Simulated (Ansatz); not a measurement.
# Geometry relaxation of GaP (part 1 of 3)

System: GaP (slab, 16 atoms in the cell).
Method: DFT PBE+D3(BJ), scalar-relativistic, plane waves, PAW, no spin polarisation (Ansatz 0.2.0).

The structure derives from an entry of the Crystallography Open Database. The input holds or restrains some coordinates. Forces given for the steps count only the free coordinates. It belongs to a series of runs on one base structure; here: clean slab, lower half held.

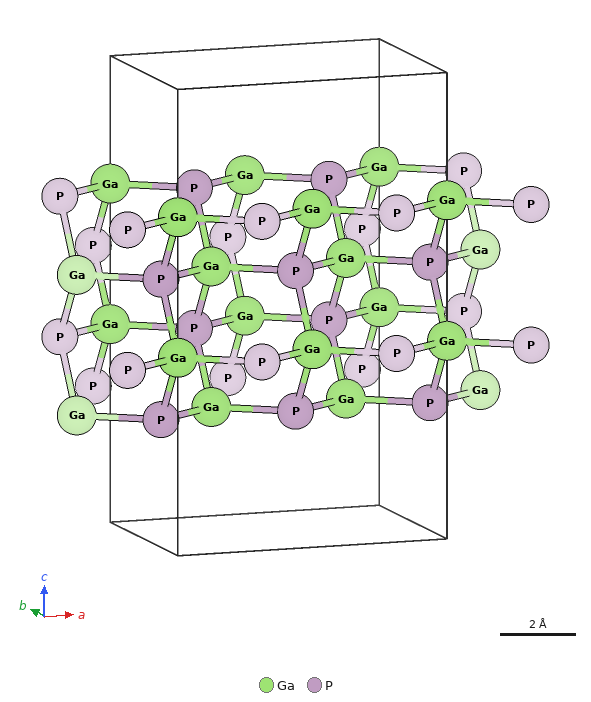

The structure as given in the input (ball-and-stick view of the cell of the calculation, with the vacuum cut short, seen slightly off an axis; neighbours outside the cell are drawn fainter). An atom can appear more than once, as a periodic image.

Input
```yaml
crystal:
  lattice:
    - [7.701573418, 0.0, 0.0]
    - [0.0, 5.4458347897, 0.0]
    - [0.0, 0.0, 22.7761800635]
  atoms:
    - { symbol: Ga, position: [0.25, 0.5, 0.3731969091] }
    - { symbol: Ga, position: [0.75, 0.5, 0.3731969091] }
    - { symbol: P, position: [0.5, 0.25, 0.3731969091] }
    - { symbol: P, position: [0.0, 0.25, 0.3731969091] }
    - { symbol: Ga, position: [0.5, 0.0, 0.457732303] }
    - { symbol: Ga, position: [0.0, 0.0, 0.457732303] }
    - { symbol: P, position: [0.75, 0.75, 0.457732303] }
    - { symbol: P, position: [0.25, 0.75, 0.457732303] }
    - { symbol: Ga, position: [0.75, 0.5, 0.542267697] }
    - { symbol: Ga, position: [0.25, 0.5, 0.542267697] }
    - { symbol: P, position: [0.0, 0.25, 0.542267697] }
    - { symbol: P, position: [0.5, 0.25, 0.542267697] }
    - { symbol: Ga, position: [0.0, 0.0, 0.6268030909] }
    - { symbol: Ga, position: [0.5, 0.0, 0.6268030909] }
    - { symbol: P, position: [0.25, 0.75, 0.6268030909] }
    - { symbol: P, position: [0.75, 0.75, 0.6268030909] }
basis:
  ecutwfc: 420
kpoints:
  mp_grid: { grid: [4, 5, 1] }
hamiltonian:
  xc: pbe
  dispersion: d3bj
scf:
  occupations: { method: gaussian, width: 0.05 }
output:
  forces: true
  eigenvalues: true
  write_density: true
  write_potential: true
  elf: true
  volumetric_format: npy
relax:
  adjacent_minimum: "off"
  f_tol: 0.03
  max_steps: 70
  constraints: [{ sites: [0, 1, 2, 3, 4, 5, 6, 7] }]
efield:
  axis: 3
  dipole_correction: true
  ramp_width: 0.04
```

Run on 4 threads of Arm Neoverse V1, 24 GiB of memory available, shared host.

Command:
```bash
ansatz run input.yaml --threads 4 --pin off --max-ram 10240MiB --backend cpu --events-out ev --progress --plain --runs-dir out
```

Output
```
Engine: ansatz 0.2.0, aarch64-unknown-linux-gnu
Pseudopotentials: kind: paw
Pseudopotential: Ga, paw, valence charge 13, recommended cutoff 420 eV (normal), Ga.paw.azcp
Pseudopotential: P, paw, valence charge 5, recommended cutoff 420 eV (normal), P.paw.azcp
Functional definition: PBE
  parameter kappa = 0.804
  parameter beta = 0.06672455060314922
  exchange = pbe_x(kappa = kappa, mu = beta*pi^2/3)
  correlation = pbe_c(beta = beta)
Crystal: 16 atoms, lattice volume = 955.267 Å³
Basis set: ecut = 420 eV, 18651 PW (Γ), exchange–correlation on 108×80×320 points (8 copies of the dense FFT grid, shifted against one another)
Bands: 88, of which v1, the nominal top of the filled ones, is band 72 counted from 1 (71 counted from 0)
Symmetry: 4 space group operations
k-points: 9 of 20 (time reversal used)
Non-local potential: Ga, projectors of the file, l = 0: 2, l = 1: 2, l = 2: 3, l = 3: 1
Non-local potential: P, projectors of the file, l = 0: 2, l = 1: 2, l = 2: 2
PAW form: soft (Blöchl's): semilocal exchange-correlation on the pseudo side does not see the compensation charge
PAW one-centre angular grid: Ga, 590 points (default); XC on 64 Gauss nodes
PAW one-centre angular grid: P, 110 points (default); XC on 64 Gauss nodes
Initial density: superposition of atomic densities (neutral atoms: chi_scale 0, normalization atom), corrected by the library's trained network
Initial wavefunctions: pseudopotential atomic-orbital guess
Functional: x = pbe(κ = 0.804, μ = 0.2195149727645171), c = pbe(β = 0.06672455060314922)
SCF iter   1: F=—  HF=-36313.604765 eV  |F-HF|=—  |Δ(HF+E_count)|=         —  Δρ=1.76e-3  dr2=6.38e-2  ethr=1.77e-3  p=0.000 e·Å  D=2.60e-14 V/Å  ΔV_dip=-0.00 eV  dr2_dipole=1.53e-7  V_vac-E_F(+/−)=4.53/4.53 eV  ⟨swp⟩=9.1  Hψ=3963  notcnv=0  defer=30
efield: sawtooth ramp at fractional position 0.9800 (placed from the atoms, in the widest stretch of the axis that holds none; the zero of the levels goes with the place), width 0.0400; the density the first Hamiltonian is built on has a dipole p = 0.000 e·Å; the dipole correction subtracts the counter field D = 2.60e-14 V/Å, which shifts the + side's vacuum level by -0.00 eV against the − side's; the planar-averaged density in the ramp window peaks in size at 1.4e-6 e/Å³
preconditioner: auto → Resta (q_TF=auto, 1.990 Å⁻¹)  ε∞=2.2  [insulator: Δε(μ)=0.777 eV  Ē_g=13.330 eV  σ=0.050 eV  W_gap=1.00  n_scr=124 (ndim 8)  ℏωp=14.4 eV  f_vac=0.594  D(μ)=0.00/eV (n_scr^D=0)  ε∞_Penn≈2.2  vacuum switching on, ρ_ref=1.3e-2 e/Å³]
SCF iter   2: F=—  HF=-36313.591653 eV  |F-HF|=—  |Δ(HF+E_count)|=   1.31e-2  Δρ=9.46e-4  dr2=1.88e-2  ethr=4.43e-5  p=-0.000 e·Å  D=-5.80e-5 V/Å  ΔV_dip=0.00 eV  dr2_dipole=2.82e-6  V_vac-E_F(+/−)=4.58/4.58 eV  ⟨swp⟩=2.8  Hψ=1652  notcnv=0  defer=107
SCF iter   3: F=—  HF=-36313.590046 eV  |F-HF|=—  |Δ(HF+E_count)|=   1.61e-3  Δρ=4.68e-4  dr2=2.67e-3  ethr=1.31e-5  p=0.001 e·Å  D=1.31e-4 V/Å  ΔV_dip=-0.00 eV  dr2_dipole=1.38e-5  V_vac-E_F(+/−)=4.53/4.53 eV  ⟨swp⟩=3.0  Hψ=1438  notcnv=0  defer=107
SCF iter   4: F=—  HF=-36313.591586 eV  |F-HF|=—  |Δ(HF+E_count)|=   1.54e-3  Δρ=2.06e-4  dr2=1.58e-3  ethr=1.86e-6  p=-0.004 e·Å  D=-7.46e-4 V/Å  ΔV_dip=0.02 eV  dr2_dipole=4.44e-4  V_vac-E_F(+/−)=4.54/4.52 eV  ⟨swp⟩=2.7  Hψ=1188  notcnv=0  defer=107
SCF iter   5: F=—  HF=-36313.591915 eV  |F-HF|=—  |Δ(HF+E_count)|=   3.29e-4  Δρ=1.40e-4  dr2=3.04e-3  ethr=1.09e-6  p=0.007 e·Å  D=1.31e-3 V/Å  ΔV_dip=-0.03 eV  dr2_dipole=1.36e-3  V_vac-E_F(+/−)=4.51/4.54 eV  ⟨swp⟩=2.0  Hψ=846  notcnv=0  defer=107
SCF iter   6: F=—  HF=-36313.591727 eV  |F-HF|=—  |Δ(HF+E_count)|=   1.88e-4  Δρ=6.74e-5  dr2=4.70e-4  ethr=1.09e-6  p=0.003 e·Å  D=5.01e-4 V/Å  ΔV_dip=-0.01 eV  dr2_dipole=1.99e-4  V_vac-E_F(+/−)=4.51/4.53 eV  ⟨swp⟩=2.0  Hψ=769  notcnv=0  defer=107
SCF iter   7: F=—  HF=-36313.591713 eV  |F-HF|=—  |Δ(HF+E_count)|=   1.42e-5  Δρ=2.84e-5  dr2=4.32e-5  ethr=3.26e-7  p=0.001 e·Å  D=1.46e-4 V/Å  ΔV_dip=-0.00 eV  dr2_dipole=1.71e-5  V_vac-E_F(+/−)=4.52/4.52 eV  ⟨swp⟩=1.7  Hψ=742  notcnv=0  defer=107
SCF iter   8: F=-36313.591715 eV  HF=-36313.591716 eV  |F-HF|=5.20e-7  |Δ(HF+E_count)|=   2.46e-6  Δρ=5.86e-6  dr2=8.50e-7  ethr=1.56e-8  p=0.000 e·Å  D=1.90e-5 V/Å  ΔV_dip=-0.00 eV  dr2_dipole=2.49e-7  V_vac-E_F(+/−)=4.52/4.52 eV  ⟨swp⟩=23.1  Hψ=9479  notcnv=0
SCF 1 converged in 8 iterations: F = -36313.591715 eV  dr2 = 8.50e-7
  greatest PAW one-centre occupation: 0.995 electrons in one spin orbital (limit 2), on the Ga atom at site 13 (counted from 0), in its partial waves of l = 2
relax step   1: F+E_penalty+E_count = -36313.59171514 eV  Δ(F+E_penalty+E_count) = +0.000e0 eV  max|allowed force component| = 1.304e0 eV/Å  Δτ_max = 0.0000 Å  (8 SCF iters, dr2 threshold 2.25e-5 eV, accepted)
Initial density: handed on by an earlier stage of this run
Initial wavefunctions: those handed on with the density
iter 1 solved again at ethr=6.94e-5 eV; its pass at ethr=3.10e-3 eV (dr2=9.99e-2 eV) is discarded
SCF iter   1: F=—  HF=-36314.403754 eV  |F-HF|=—  |Δ(HF+E_count)|=         —  Δρ=4.40e-3  dr2=1.00e-1  ethr=6.94e-5  p=0.000 e·Å  D=2.08e-5 V/Å  ΔV_dip=-0.00 eV  dr2_dipole=5.00e-4  V_vac-E_F(+/−)=4.47/4.47 eV  ⟨swp⟩=1.8  Hψ=2991  notcnv=0  defer=104
efield: sawtooth ramp at fractional position 0.9800 (handed on by an earlier solve), width 0.0400; the density the first Hamiltonian is built on has a dipole p = 0.000 e·Å; the dipole correction subtracts the counter field D = 2.08e-5 V/Å, which shifts the + side's vacuum level by -0.00 eV against the − side's; the planar-averaged density in the ramp window peaks in size at 4.5e-6 e/Å³
preconditioner: auto → Resta (q_TF=auto, 1.990 Å⁻¹)  ε∞=2.2  [insulator: Δε(μ)=0.922 eV  Ē_g=13.360 eV  σ=0.050 eV  W_gap=1.00  n_scr=124 (ndim 8)  ℏωp=14.4 eV  f_vac=0.597  D(μ)=0.00/eV (n_scr^D=0)  ε∞_Penn≈2.2  vacuum switching on, ρ_ref=1.3e-2 e/Å³]
SCF iter   2: F=—  HF=-36314.391612 eV  |F-HF|=—  |Δ(HF+E_count)|=   1.21e-2  Δρ=2.15e-3  dr2=4.19e-2  ethr=6.94e-5  p=0.014 e·Å  D=2.70e-3 V/Å  ΔV_dip=-0.06 eV  dr2_dipole=1.24e-2  V_vac-E_F(+/−)=4.48/4.54 eV  ⟨swp⟩=2.0  Hψ=930  notcnv=0  defer=104
SCF iter   3: F=—  HF=-36314.409982 eV  |F-HF|=—  |Δ(HF+E_count)|=   1.84e-2  Δρ=1.24e-3  dr2=2.09e-1  ethr=2.91e-5  p=-0.093 e·Å  D=-1.75e-2 V/Å  ΔV_dip=0.40 eV  dr2_dipole=9.22e-2  V_vac-E_F(+/−)=4.79/4.40 eV  ⟨swp⟩=2.6  Hψ=934  notcnv=0  defer=104
SCF iter   4: F=—  HF=-36314.389699 eV  |F-HF|=—  |Δ(HF+E_count)|=   2.03e-2  Δρ=3.33e-4  dr2=4.60e-3  ethr=2.91e-5  p=-0.016 e·Å  D=-3.02e-3 V/Å  ΔV_dip=0.07 eV  dr2_dipole=1.63e-3  V_vac-E_F(+/−)=4.59/4.53 eV  ⟨swp⟩=2.1  Hψ=1022  notcnv=0  defer=106
SCF iter   5: F=—  HF=-36314.389300 eV  |F-HF|=—  |Δ(HF+E_count)|=   3.99e-4  Δρ=9.93e-5  dr2=1.85e-4  ethr=3.19e-6  p=-0.026 e·Å  D=-4.98e-3 V/Å  ΔV_dip=0.11 eV  dr2_dipole=4.79e-6  V_vac-E_F(+/−)=4.63/4.52 eV  ⟨swp⟩=2.1  Hψ=951  notcnv=0  defer=106
SCF iter   6: F=-36314.389275 eV  HF=-36314.389315 eV  |F-HF|=3.98e-5  |Δ(HF+E_count)|=   1.54e-5  Δρ=5.36e-5  dr2=6.37e-5  ethr=6.94e-8  p=-0.027 e·Å  D=-5.08e-3 V/Å  ΔV_dip=0.12 eV  dr2_dipole=2.29e-6  V_vac-E_F(+/−)=4.63/4.51 eV  ⟨swp⟩=22.6  Hψ=9312  notcnv=0
SCF 2 converged in 6 iterations: F = -36314.389275 eV  dr2 = 6.37e-5
[... from here on the iterations of each SCF are left out, up to the last one ...]
relax step   2: F+E_penalty+E_count = -36314.38927550 eV  Δ(F+E_penalty+E_count) = -7.976e-1 eV  max|allowed force component| = 8.339e-1 eV/Å  Δτ_max = 0.1948 Å  (6 SCF iters, dr2 threshold 1.00e-4 eV, accepted)
efield: sawtooth ramp at fractional position 0.9800 (handed on by an earlier solve), width 0.0400; the density the first Hamiltonian is built on has a dipole p = -0.027 e·Å; the dipole correction subtracts the counter field D = -5.09e-3 V/Å, which shifts the + side's vacuum level by +0.12 eV against the − side's; the planar-averaged density in the ramp window peaks in size at 4.3e-6 e/Å³
preconditioner: auto → Resta (q_TF=auto, 1.990 Å⁻¹)  ε∞=2.2  [insulator: Δε(μ)=0.872 eV  Ē_g=13.373 eV  σ=0.050 eV  W_gap=1.00  n_scr=124 (ndim 8)  ℏωp=14.4 eV  f_vac=0.599  D(μ)=0.00/eV (n_scr^D=0)  ε∞_Penn≈2.2  vacuum switching on, ρ_ref=1.3e-2 e/Å³]
SCF 3 converged in 7 iterations: F = -36314.697017 eV  dr2 = 2.06e-6
relax step   3: F+E_penalty+E_count = -36314.69701661 eV  Δ(F+E_penalty+E_count) = -3.077e-1 eV  max|allowed force component| = 2.098e-1 eV/Å  Δτ_max = 0.1949 Å  (7 SCF iters, dr2 threshold 4.35e-5 eV, accepted)
efield: sawtooth ramp at fractional position 0.9800 (handed on by an earlier solve), width 0.0400; the density the first Hamiltonian is built on has a dipole p = -0.045 e·Å; the dipole correction subtracts the counter field D = -8.62e-3 V/Å, which shifts the + side's vacuum level by +0.20 eV against the − side's; the planar-averaged density in the ramp window peaks in size at 2.6e-6 e/Å³
preconditioner: auto → Resta (q_TF=auto, 1.990 Å⁻¹)  ε∞=2.2  [insulator: Δε(μ)=0.938 eV  Ē_g=13.386 eV  σ=0.050 eV  W_gap=1.00  n_scr=124 (ndim 8)  ℏωp=14.4 eV  f_vac=0.599  D(μ)=0.00/eV (n_scr^D=0)  ε∞_Penn≈2.2  vacuum switching on, ρ_ref=1.3e-2 e/Å³]
SCF 4 converged in 10 iterations: F = -36314.675630 eV  dr2 = 7.89e-9
relax step   4: F+E_penalty+E_count = -36314.67563001 eV  Δ(F+E_penalty+E_count) = +2.139e-2 eV  max|allowed force component| = 4.449e-1 eV/Å  Δτ_max = 0.1558 Å  (10 SCF iters, dr2 threshold 2.78e-6 eV, rejected (line search))
efield: sawtooth ramp at fractional position 0.9800 (handed on by an earlier solve), width 0.0400; the density the first Hamiltonian is built on has a dipole p = -0.015 e·Å; the dipole correction subtracts the counter field D = -2.80e-3 V/Å, which shifts the + side's vacuum level by +0.06 eV against the − side's; the planar-averaged density in the ramp window peaks in size at 5.0e-6 e/Å³
preconditioner: auto → Resta (q_TF=auto, 1.990 Å⁻¹)  ε∞=2.2  [insulator: Δε(μ)=0.908 eV  Ē_g=13.390 eV  σ=0.050 eV  W_gap=1.00  n_scr=124 (ndim 8)  ℏωp=14.4 eV  f_vac=0.599  D(μ)=0.00/eV (n_scr^D=0)  ε∞_Penn≈2.2  vacuum switching on, ρ_ref=1.3e-2 e/Å³]
SCF 5 converged in 9 iterations: F = -36314.731376 eV  dr2 = 3.59e-8
relax step   5: F+E_penalty+E_count = -36314.73137580 eV  Δ(F+E_penalty+E_count) = -3.436e-2 eV  max|allowed force component| = 4.231e-2 eV/Å  Δτ_max = 0.0772 Å  (9 SCF iters, accepted)
efield: sawtooth ramp at fractional position 0.9800 (handed on by an earlier solve), width 0.0400; the density the first Hamiltonian is built on has a dipole p = -0.040 e·Å; the dipole correction subtracts the counter field D = -7.55e-3 V/Å, which shifts the + side's vacuum level by +0.17 eV against the − side's; the planar-averaged density in the ramp window peaks in size at 5.0e-6 e/Å³
preconditioner: auto → Resta (q_TF=auto, 1.990 Å⁻¹)  ε∞=2.2  [insulator: Δε(μ)=0.899 eV  Ē_g=13.390 eV  σ=0.050 eV  W_gap=1.00  n_scr=124 (ndim 8)  ℏωp=14.4 eV  f_vac=0.600  D(μ)=0.00/eV (n_scr^D=0)  ε∞_Penn≈2.2  vacuum switching on, ρ_ref=1.3e-2 e/Å³]
SCF 6 converged in 8 iterations: F = -36314.734936 eV  dr2 = 1.80e-8
relax step   6: F+E_penalty+E_count = -36314.73493644 eV  Δ(F+E_penalty+E_count) = -3.561e-3 eV  max|allowed force component| = 3.250e-2 eV/Å  Δτ_max = 0.0423 Å  (8 SCF iters, accepted)
```
